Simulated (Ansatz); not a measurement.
The Ansatz input:

```
crystal:
  lattice:
    - [-0.0755630943, 2.3939135227, 2.3939135227]
    - [2.3939135227, -0.0755630943, 2.3939135227]
    - [2.3939135227, 2.3939135227, -0.0755630943]
  atoms:
    - { symbol: Ca, position: [0.0, 0.0, 0.0] }
    - { symbol: O, position: [0.5, 0.5, 0.5] }
kpoints:
  mp_grid: { grid: [10, 10, 10] }
  band_path:
    path:
      - [0.0, 0.0, 0.0]
      - [0.5, 0.0, 0.5]
      - [0.625, 0.25, 0.625]
      - [0.375, 0.375, 0.75]
      - [0.5, 0.5, 0.5]
      - [0.5, 0.25, 0.75]
      - [0.0, 0.5, 0.5]
    npoints: 1
hamiltonian:
  xc: pbe
scf:
  occupations: { method: fermi_dirac, width: 0.02 }
  n_extra_bands: 4
output:
  forces: true
  stress: true
  eigenvalues: true
  write_density: true
  write_potential: true
  elf: true
  volumetric_format: npy
```

Command:
```bash
ansatz run input.yaml --threads 2 --pin off --max-ram 18432MiB --backend cpu --events-out ev --progress --plain --runs-dir out
```

What does the calculation give for the electronic structure?

There is a gap; over the k points computed it is 3.55 eV (indirect; the smallest direct gap is 3.95 eV). The upper group of valence states starts about 2.7 eV under the valence-band top (which lies at −1.8 eV on this axis), with a gap beneath it; it holds about 6 electrons a cell. Within the window shown, the tallest peak of the filled states lies 1.1 eV under the valence-band top, at about 5.7 states per eV and cell.

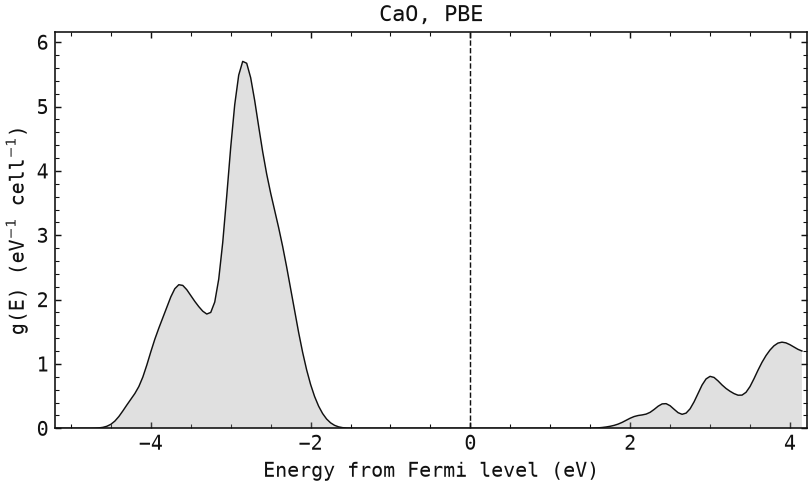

Density of states. Energies are counted from the Fermi level. The curve is built from the levels of the k mesh with Gaussians 0.3 eV wide, which also blur the band edges.
